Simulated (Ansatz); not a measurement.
## Nb(100) slab, 3 layers: from the cell to its phonons

Task: relax Nb(100) slab, 3 layers, then find its harmonic phonons.

Program: Ansatz 0.2.0. Level of theory: DFT PBE, scalar-relativistic, plane waves, PAW. Results are calculated unless marked as measured.

### 1. The structure

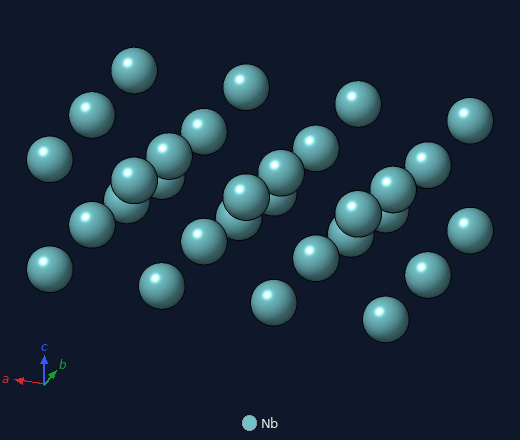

The cell as given, from a free direction (niobium teal). 3×2×1 cells are drawn. Some periodic images of atoms are drawn too.

The cell holds 3 atoms: 3 Nb. Cell: a = 3.300 Å, b = 3.300 Å, c = 16.300 Å, α = 90.0°, β = 90.0°, γ = 90.0°. Vacuum lies along c.

### 2. Coarse relaxation

A rough relaxation comes first, because large forces or stress need no tight tolerances yet.

The program solves this slab on a cell height of its own, 30.4 Å, in place of the one typed.

The input, input.yaml:

```yaml
crystal:
  lattice:
    - [3.3, 0.0, 0.0]
    - [0.0, 3.3, 0.0]
    - [0.0, 0.0, 16.3]
  atoms:
    - { symbol: Nb, position: [0.0, 0.0, 0.398773] }
    - { symbol: Nb, position: [0.5, 0.5, 0.5] }
    - { symbol: Nb, position: [0.0, 0.0, 0.601227] }
  periodic: [true, true, false]
kpoints:
  mp_grid: { grid: [6, 6, 1] }
hamiltonian:
  xc: pbe
scf:
  occupations: { method: gaussian, width: 0.1 }
output:
  forces: true
  stress: true
  eigenvalues: true
relax:
  adjacent_minimum: "off"
  f_tol: 0.05
  max_steps: 80
  cell: { stress_2d_tol: 0.02 }
```

Run with:

```
$ ansatz run input.yaml --threads 8 --pin off --max-ram 14336MiB --backend cpu --events-out ev --progress --plain --runs-dir out
```

Numbers of over 12 decimals in the logs are rounded to 6 here.

Log:

```text
[...]
F+E_penalty+E_count = -13653.86745277 eV   max|allowed force component| = 1.569e-2 eV/Å   (the final SCF, on the basis selected at the relaxed cell)
  cell:  # Å, volume = 321.4001 Å³
    - [3.251519, 0, 0.0]
    - [0, 3.251519, 0.0]
    - [0.0, 0.0, 30.4000004]
  atoms:
    - { symbol: Nb, position: [0, 0, 0.219433] }
    - { symbol: Nb, position: [0.500000, 0.500000, 0.268092] }
    - { symbol: Nb, position: [0, 0, 0.316751] }
[key lines of the parts left out:]
SCF converged after 7 iterations
Free energy (F): -13653.867453 eV
Fermi energy:    -3.544346 eV
P = ½ c Tr σ = 0.0179 N/m
```

The job ended after 4.7 s (8 threads of Intel Xeon Platinum 8488C (Sapphire Rapids), shared host; peak memory 0.84 GiB).

The steps of the relaxation:

```tsv
step	energy less that of the first step (eV)	largest force component (eV/Å)	volume (Å³)
1	0.0000	1.8592	331.06
2	-0.4265	0.2359	324.21
3	-0.4306	0.1075	320.62
4	-0.4318	0.0157	321.40
5*	-0.4315	0.0157	321.40
```

Relaxation steps marked * repeat the geometry before them on a plane-wave basis chosen anew for their cell, so energy and pressure can jump there.

Forces are held to the 16 operations that the run works with; a distortion that breaks them can't arise in this run.

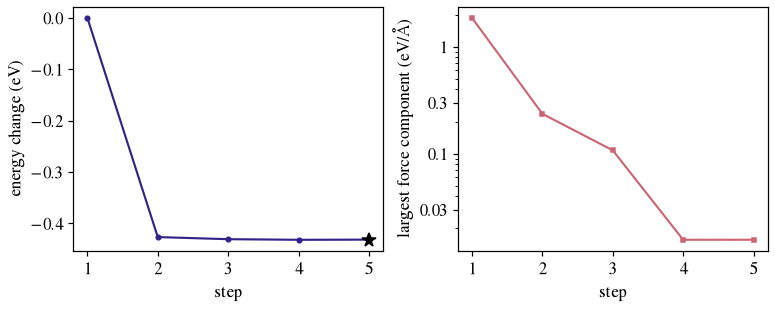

Energy and largest force along the relaxation. Stars mark steps on a basis chosen anew.

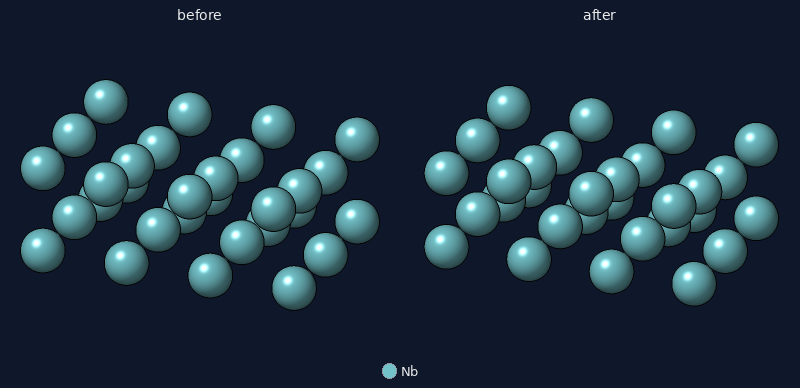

Before and after, at one scale.

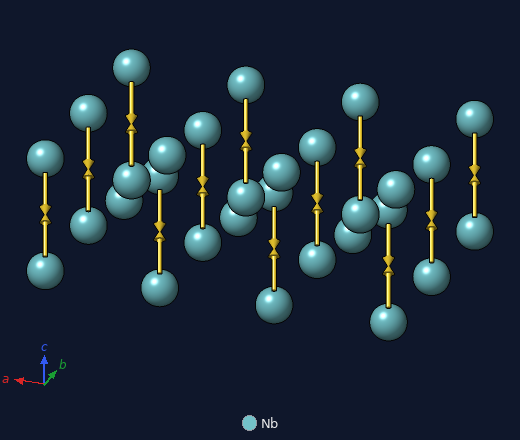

Displacements in the relaxation, exaggerated, measured against the changing cell; the longest in the cell stands for 0.17 Å. 3×2×1 cells are drawn. Some periodic images of atoms are drawn too.

```tsv
cell as run	before	after	change
a (Å)	3.300	3.252	-1.5 %
b (Å)	3.300	3.252	-1.5 %
```

The atoms that moved most (Å, along periodic axes as changes of fractional coordinates times the final cell, across vacuum about the mean position):

```tsv
atom	dx	dy	dz	length
Nb1	0.000	0.000	0.171	0.171
Nb3	0.000	0.000	-0.171	0.171
```

The relaxed structure:

```xyz
3
Lattice="3.2515 0.0000 0.0000 0.0000 3.2515 0.0000 0.0000 0.0000 30.4000" Properties=species:S:1:pos:R:3
Nb    0.0000    0.0000    6.6708
Nb    1.6258    1.6258    8.1500
Nb    0.0000    0.0000    9.6292
```

Numbers from this step:

| Property | Result |
| --- | --- |
| gap on the k-mesh | 0 eV |
| area per atom | 3.524 Å² |

The relaxation ends with a largest force component of 0.016 eV/Å.

### 3. Relaxation

Harmonic phonons are second derivatives at a point where the forces vanish, and they are wanted at zero stress, so atoms and cell are relaxed first.

The input, input.yaml:

```yaml
crystal:
  lattice:
    - [3.2515185495, 0.0, 0.0]
    - [0.0, 3.2515185495, 0.0]
    - [0.0, 0.0, 30.4000004]
  atoms:
    - { symbol: Nb, position: [0.0, 0.0, 0.2194327651] }
    - { symbol: Nb, position: [0.5, 0.5, 0.2680921017] }
    - { symbol: Nb, position: [0.0, 0.0, 0.3167514384] }
  periodic: [true, true, false]
kpoints:
  mp_grid: { grid: [12, 12, 1] }
hamiltonian:
  xc: pbe
scf:
  occupations: { method: gaussian, width: 0.1 }
output:
  forces: true
  stress: true
  eigenvalues: true
  write_density: true
  write_potential: true
  elf: true
  volumetric_format: npy
relax:
  adjacent_minimum: "off"
  f_tol: 0.005
  max_steps: 80
  cell: { stress_2d_tol: 0.02 }
```

Log:

```text
[...]
Crystal: 3 atoms, lattice volume = 321.400 Å³
Basis set: ecut = 420 eV, 6357 PW (Γ), exchange–correlation on 48×48×432 points (8 copies of the dense FFT grid, shifted against one another)
Bands: 24, of which v1, the nominal top of the filled ones, is band 20 counted from 1 (19 counted from 0)
Symmetry: 16 space group operations
[...]
k-points: 28 of 144
[...]
SCF iter   1: F=—  HF=-13653.855771 eV  |F-HF|=—  |Δ(HF+E_count)|=         —  Δρ=3.82e-3  dr2=9.38e-2  ethr=1.77e-3  ⟨swp⟩=10.4  Hψ=4590  notcnv=0
[...]
SCF iter   9: F=-13653.840607 eV  HF=-13653.840607 eV  |F-HF|=2.88e-9  |Δ(HF+E_count)|=   2.05e-8  Δρ=1.12e-6  dr2=8.97e-9  ethr=2.56e-10  ⟨swp⟩=19.7  Hψ=7194  notcnv=0
SCF 1 converged in 9 iterations: F = -13653.840607 eV  dr2 = 8.97e-9
[...]
relax step   1: F+E_penalty+E_count = -13653.84060666 eV  Δ(F+E_penalty+E_count) = +0.000e0 eV  max|allowed force component| = 2.000e-1 eV/Å  Δτ_max = 0.0000 Å  P = +0.318 N/m  Ω = 321.400 Å³  fix = [c, alpha, beta]  reactions: c +0.000 N/m  (9 SCF iters, dr2 threshold 1.00e-7 eV, accepted)
Crystal: 3 atoms, lattice volume = 327.179 Å³
Basis set: ecut = 420 eV, 6469 PW (Γ), exchange–correlation on 48×48×432 points (8 copies of the dense FFT grid, shifted against one another)
[...]
SCF iter   8: F=-13653.821588 eV  HF=-13653.821588 eV  |F-HF|=1.84e-7  |Δ(HF+E_count)|=   3.00e-7  Δρ=1.05e-5  dr2=2.62e-7  ethr=7.69e-10  ⟨swp⟩=20.1  Hψ=7543  notcnv=0
SCF 2 converged in 8 iterations: F = -13653.821588 eV  dr2 = 2.62e-7
relax step   2: F+E_penalty+E_count = -13653.82158761 eV  Δ(F+E_penalty+E_count) = +1.902e-2 eV  max|allowed force component| = 6.223e-1 eV/Å  Δτ_max = 0.0699 Å  P = +0.860 N/m  Ω = 327.179 Å³  energy of the carried Pulay correction = -1.852e-4 eV  fix = [c, alpha, beta]  (8 SCF iters, dr2 threshold 3.00e-7 eV, rejected (line search))
Crystal: 3 atoms, lattice volume = 324.227 Å³
Basis set: ecut = 420 eV, 6445 PW (Γ), exchange–correlation on 48×48×432 points (8 copies of the dense FFT grid, shifted against one another)
[...]
SCF iter  13: F=-13653.847094 eV  HF=-13653.847094 eV  |F-HF|=5.46e-12  |Δ(HF+E_count)|=  3.27e-11  Δρ=6.81e-10  dr2=1.15e-15  ethr=1.00e-12  ⟨swp⟩=5.4  Hψ=3033  notcnv=0
SCF 3 converged in 13 iterations: F = -13653.847094 eV  dr2 = 1.15e-15
relax step   3: F+E_penalty+E_count = -13653.84709448 eV  Δ(F+E_penalty+E_count) = -6.488e-3 eV  max|allowed force component| = 3.624e-2 eV/Å  Δτ_max = 0.0212 Å  P = +0.116 N/m  Ω = 324.227 Å³  energy of the carried Pulay correction = -9.100e-5 eV  fix = [c, alpha, beta]  reactions: c +0.000 N/m  (13 SCF iters, accepted)
[...]
relax step   4: F+E_penalty+E_count = -13653.84730558 eV  Δ(F+E_penalty+E_count) = -2.111e-4 eV  max|allowed force component| = 1.464e-2 eV/Å  Δτ_max = 0.0056 Å  P = +0.008 N/m  Ω = 325.139 Å³  energy of the carried Pulay correction = -1.202e-4 eV  fix = [c, alpha, beta]  reactions: c +0.000 N/m  (6 SCF iters, dr2 threshold 8.21e-8 eV, accepted)
[...]
relax step   5: F+E_penalty+E_count = -13653.84732458 eV  Δ(F+E_penalty+E_count) = -1.901e-5 eV  max|allowed force component| = 1.996e-3 eV/Å  Δτ_max = 0.0013 Å  P = -0.010 N/m  Ω = 325.063 Å³  energy of the carried Pulay correction = -1.178e-4 eV  fix = [c, alpha, beta]  reactions: c -0.000 N/m  (5 SCF iters, dr2 threshold 1.34e-8 eV, accepted)
[...]
SCF iter   7: F=-13653.847443 eV  HF=-13653.847443 eV  |F-HF|=2.28e-9  |Δ(HF+E_count)|=  7.15e-10  Δρ=1.51e-8  dr2=1.01e-12  ethr=1.00e-12  ⟨swp⟩=10.9  Hψ=4275  notcnv=0
SCF 6 converged in 7 iterations: F = -13653.847443 eV  dr2 = 1.01e-12
relax step   6: F+E_penalty+E_count = -13653.84744323 eV  Δ(F+E_penalty+E_count) = -1.186e-4 eV  max|allowed force component| = 2.073e-3 eV/Å  Δτ_max = 0.0000 Å  P = -0.010 N/m  Ω = 325.063 Å³  fix = [c, alpha, beta]  reactions: c -0.000 N/m  stress off target by 1.01e-2 N/m on what of the cell is left free  SCF on the basis re-selected at this cell (its energy is not comparable with the rows above)  (7 SCF iters)
basis re-selected at this cell: Δ(F+E_penalty+E_count) = -1.186e-4 eV, ΔP = +0.000 N/m vs the last step (what re-selecting the basis moved, of the pressure what is left beyond the Pulay correction that the steps carried, after the strain that the cell walked since its last selection, with what the two solves' SCF thresholds leave and, on support functions, any second-order correction that the steps lacked; it is no m [...]
SCF converged after 7 iterations
Free energy (F): -13653.847443 eV
[...]
Internal energy: -13653.839728 eV  (E = F + TS)
E sigma→0 (E₀):  -13653.843586 eV
Entropy (-TS):   -0.007715 eV (-2.572 meV/atom)
Fermi energy:    -3.620663 eV
[...]
--- Forces (eV/Å), atoms counted from 1 ---
  atom   1  Nb    -0.00000000     0.00000000     0.00207303
  atom   2  Nb     0.00000000     0.00000000     0.00000000
  atom   3  Nb     0.00000000    -0.00000000    -0.00207303
  max |Σ_I F_I| component: 4.34e-19 eV/Å
--- 2D stress c σ (N/m, compression-positive) ---
       -0.010145       0.000000      -0.000000
        0.000000      -0.010145       0.000000
       -0.000000       0.000000      -0.000000
  P = ½ c Tr σ = -0.0101 N/m
--- Band table (eV; the first three rows and the last of 28) ---
  k-point 0: bands = [... 16 lower, -5.0594, -3.7106, -3.5204, -3.3029, -3.2806, -3.2806, -2.9690, -2.9690]
  k-point 1: bands = [... 16 lower, -5.0440, -4.0181, -3.8502, -3.4379, -3.2769, -3.1214, -2.7092, -2.6871]
  k-point 2: bands = [... 16 lower, -4.8448, -4.4921, -4.3043, -3.8426, -3.1550, -2.7940, -2.4238, -2.2281]
  k-point 27: bands = [... 16 lower, -4.9804, -4.7962, -4.7962, -2.0728, -2.0728, -1.6354, -0.9903, -0.2843]
--- Relaxed structure (5 steps of the walk, 4 accepted, 1 SCFs on fresh bases) ---
[...]
cell:  # Å, volume = 325.0632 Å³
    - [3.269995, 0, 0]
    - [0, 3.269995, 0]
    - [0, 0, 30.4000004]
  atoms:
    - { symbol: Nb, position: [0, 0, 0.220272] }
    - { symbol: Nb, position: [0.500000, 0.500000, 0.268092] }
    - { symbol: Nb, position: [0, 0, 0.315912] }
```

The job ended after 12 s (8 threads; peak memory 0.96 GiB).

Step by step:

```tsv
step	energy less that of the first step (eV)	largest force component (eV/Å)	volume (Å³)
1	0.0000	0.2000	321.40
2	0.0190	0.6223	327.18
3	-0.0065	0.0362	324.23
4	-0.0067	0.0146	325.14
5	-0.0067	0.0020	325.06
6*	-0.0068	0.0021	325.06
```

Relaxation steps marked * repeat the geometry before them on a plane-wave basis chosen anew for their cell, so energy and pressure can jump there. Relaxation step 2 was tried and not accepted.

The run keeps the 16 symmetry operations that it works with, so distortions that break them were not tested.

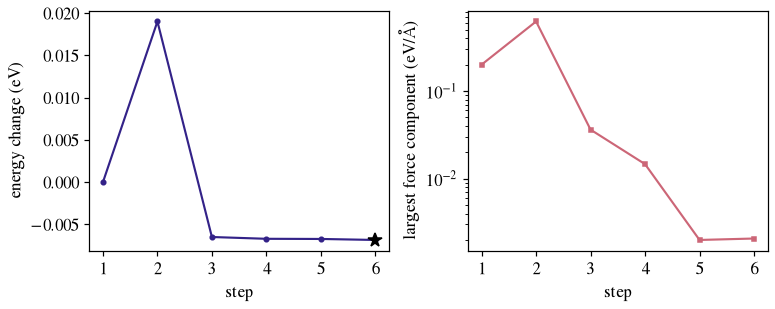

Energy and largest force along the relaxation. Stars mark steps on a basis chosen anew.

```tsv
cell as run	before	after	change
a (Å)	3.252	3.270	+0.6 %
b (Å)	3.252	3.270	+0.6 %
```

The atoms that moved most (Å, along periodic axes as changes of fractional coordinates times the final cell, across vacuum about the mean position):

```tsv
atom	dx	dy	dz	length
Nb3	0.000	0.000	-0.026	0.026
Nb1	0.000	0.000	0.026	0.026
```

The relaxed structure:

```
Nb
1.0
     3.26999    0.00000    0.00000
     0.00000    3.26999    0.00000
     0.00000    0.00000   30.40000
Nb
3
Direct
  0.00000 0.00000 0.22027
  0.50000 0.50000 0.26809
  0.00000 0.00000 0.31591
```

Numbers from this step:

```yaml
area_per_atom: 3.564 Å²
```

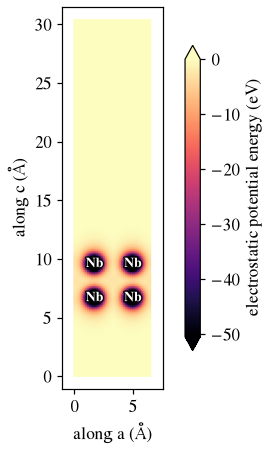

Electrostatic potential energy in the ac plane at fractional y = 1.000, with atoms of Nb within 0.2 Å of it. With pseudopotentials it is smooth inside the atoms' cores, unlike the true potential. The map starts off the cell's origin, so that atoms lie inside it.

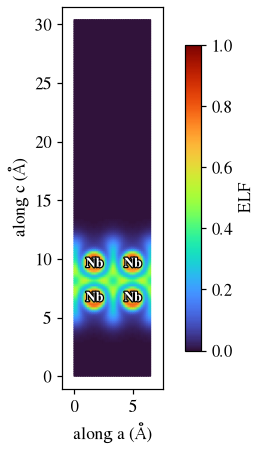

ELF in the ac plane at fractional y = 1.000, with atoms of Nb within 0.2 Å of it. It is the smooth field of the valence electrons, not physical close to the nuclei. The map starts off the cell's origin, so that atoms lie inside it.

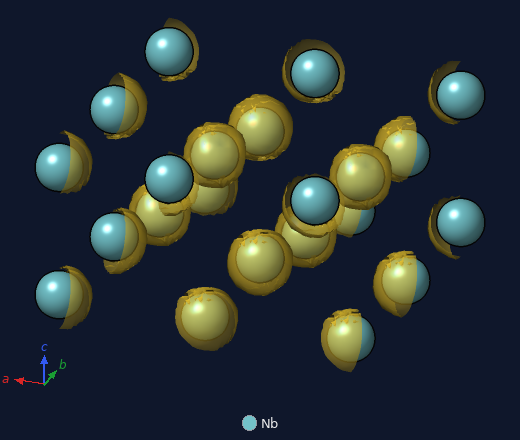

Surface of ELF = 0.71. 2×2×1 cells are drawn.

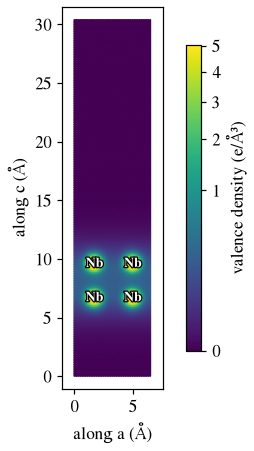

Valence density in the ac plane at fractional y = 1.000, with atoms of Nb within 0.2 Å of it. It is the smooth field of the valence electrons, not physical close to the nuclei. The map starts off the cell's origin, so that atoms lie inside it. The colour scale is stretched toward low values.

The cell grew by 0.6 % in its periodic edges. First to last step the energy falls by 0.007 eV, across changes of basis; the largest move, 0.026 Å, is that of Nb3 and 1 other atom alike.

### 4. Relaxing to small forces for the phonons

Phonons need a cell at rest on their own settings, so the relaxation is repeated with tight tolerances on forces and stress on the k mesh and occupations of the first response run.

input.yaml, the sections that differ from step 3:

```yaml
crystal:
  lattice:
    - [3.2699949778, 0.0, 0.0]
    - [0.0, 3.2699949778, 0.0]
    - [0.0, 0.0, 30.4000004]
  atoms:
    - { symbol: Nb, position: [0.0, 0.0, 0.2202723324] }
    - { symbol: Nb, position: [0.5, 0.5, 0.2680921017] }
    - { symbol: Nb, position: [0.0, 0.0, 0.3159118711] }
  periodic: [true, true, false]
scf:
  occupations: { method: methfessel_paxton, width: 0.15 }
relax:
  adjacent_minimum: "off"
  f_tol: 0.001
  max_steps: 60
  cell: { stress_2d_tol: 0.002 }
# kpoints, hamiltonian, output: as in step 3
```

Log:

```text
[...]
Crystal: 3 atoms, lattice volume = 325.063 Å³
Basis set: ecut = 420 eV, 6453 PW (Γ), exchange–correlation on 48×48×432 points (8 copies of the dense FFT grid, shifted against one another)
Bands: 24, of which v1, the nominal top of the filled ones, is band 20 counted from 1 (19 counted from 0)
Symmetry: 16 space group operations
[...]
k-points: 28 of 144
[...]
k-point 27: bands = [... 16 lower, -4.9768, -4.7951, -4.7951, -2.0712, -2.0712, -1.6361, -0.9851, -0.2852]
--- Relaxed structure (3 steps of the walk, 2 accepted, 1 SCFs on fresh bases) ---
[...]
cell:  # Å, volume = 325.0705 Å³
    - [3.270032, 0, 0]
    - [0, 3.270032, 0]
    - [0, 0, 30.4000004]
  atoms:
    - { symbol: Nb, position: [0, 0, 0.220299] }
    - { symbol: Nb, position: [0.5, 0.5, 0.268092] }
    - { symbol: Nb, position: [0, 0, 0.315885] }
[key lines of the parts left out:]
SCF converged after 8 iterations
Free energy (F): -13653.841552 eV
Fermi energy:    -3.626578 eV
P = ½ c Tr σ = -0.0003 N/m
```

Wall time 7.8 s (8 threads); peak memory 0.94 GiB; 57 s of CPU time.

Little changed from the start: no atom moved by 0.005 Å and no cell edge by 0.1 %.

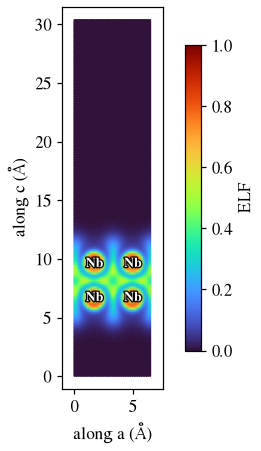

ELF in the ac plane at fractional y = 0.000, with atoms of Nb within 0.2 Å of it. It is the smooth field of the valence electrons, not physical close to the nuclei. The map starts off the cell's origin, so that atoms lie inside it.

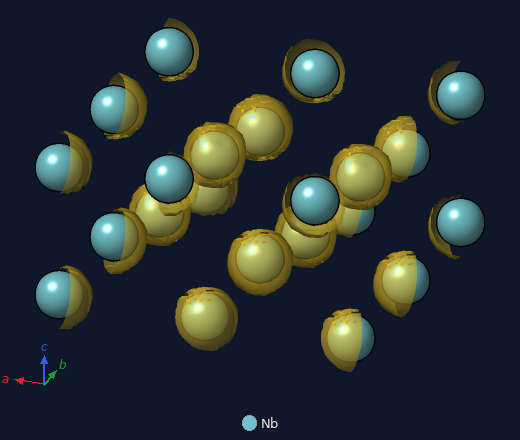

Surface of ELF = 0.71. 2×2×1 cells are drawn.

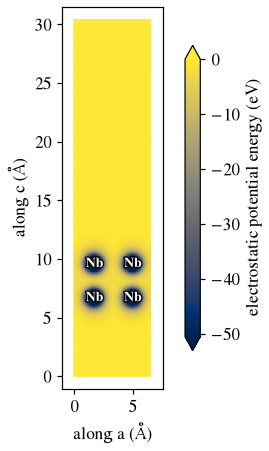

Electrostatic potential energy in the ac plane at fractional y = 0.000, with atoms of Nb within 0.2 Å of it. With pseudopotentials it is smooth inside the atoms' cores, unlike the true potential. The map starts off the cell's origin, so that atoms lie inside it.

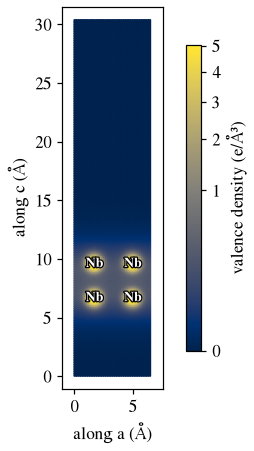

Valence density in the ac plane at fractional y = 0.000, with atoms of Nb within 0.2 Å of it. It is the smooth field of the valence electrons, not physical close to the nuclei. The map starts off the cell's origin, so that atoms lie inside it. The colour scale is stretched toward low values.

The largest force component left is 0.16 meV/Å, within the tolerances set.

[end of part 1 of 2]

[Logs are printed without paths, hosts, clocks, repeated set-up lines and the standing remarks that a program may print on its own settings, such as how far it seeks lower states.]

[Hosts, paths, dates, database ids (printed as entryN), source tags and the programs' standing remarks are cut or masked in the printed files.]
